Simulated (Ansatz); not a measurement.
Start from this file.

```
W Se
1.0
     3.31794    0.00000    0.00000
    -1.65897    2.87342    0.00000
     0.00000    0.00000   16.65814
W Se
1 2
Cartesian
  0.0000 0.0000 8.2841
  0.0000 1.9156 9.9463
  0.0000 1.9156 6.7118
```

Q: Summarise the structure in words.

A: It has the composition WSe2. The cell comprises 1 formula unit: 1 W, 2 Se. The polyhedra are WSe6 trigonal prisms; they share edges. W is coordinated by six Se in a trigonal prismatic arrangement at 2.48 to 2.54 Å. The Se atoms are each bonded to three W in a trigonal pyramidal arrangement at 2.48 to 2.54 Å. Not all metal-metal contacts are counted. The bonds build WSe2 layers parallel to (001).

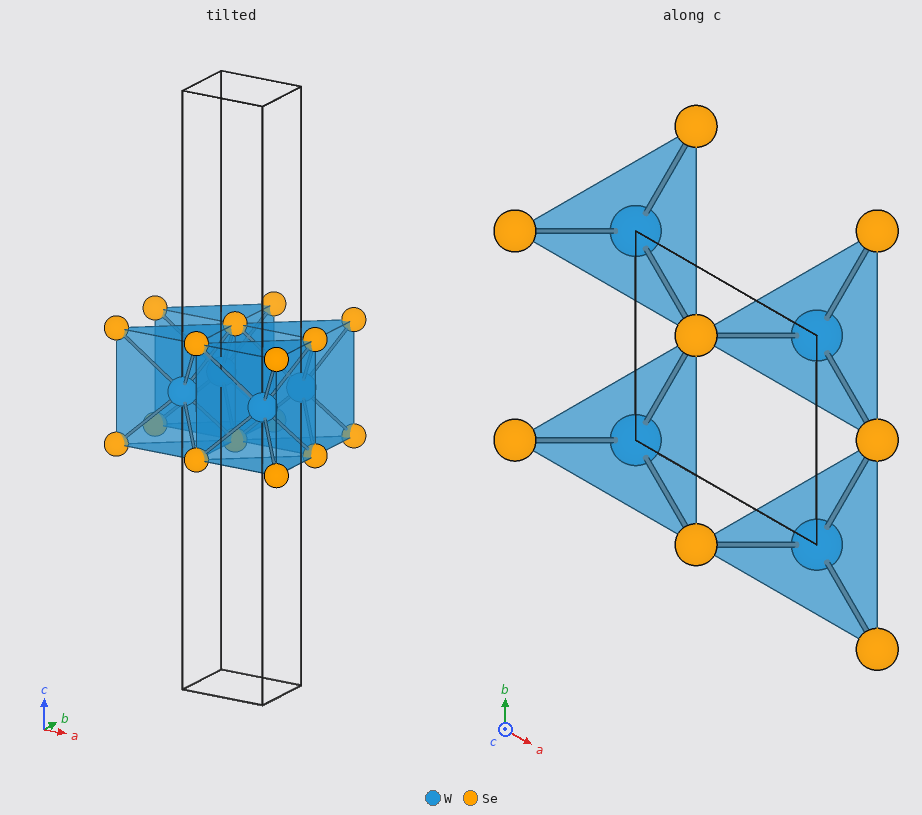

Structure drawing (polyhedral), viewed slightly off an axis and along the c axis. The frame is the simulation cell; atoms at its boundary are shown with their periodic copies. A few atoms beyond the faces are included. Colours: tungsten blue, selenium orange.

The cell started as a structure listed in the Materials Project. The cell was then strained or its atoms displaced on purpose. Ansatz was used for an electronic-structure calculation on it.

At this level of theory the cell isn't at rest (forces up to 1.4 eV/Å), so its distances can differ from those at equilibrium, the more so the softer the solid.
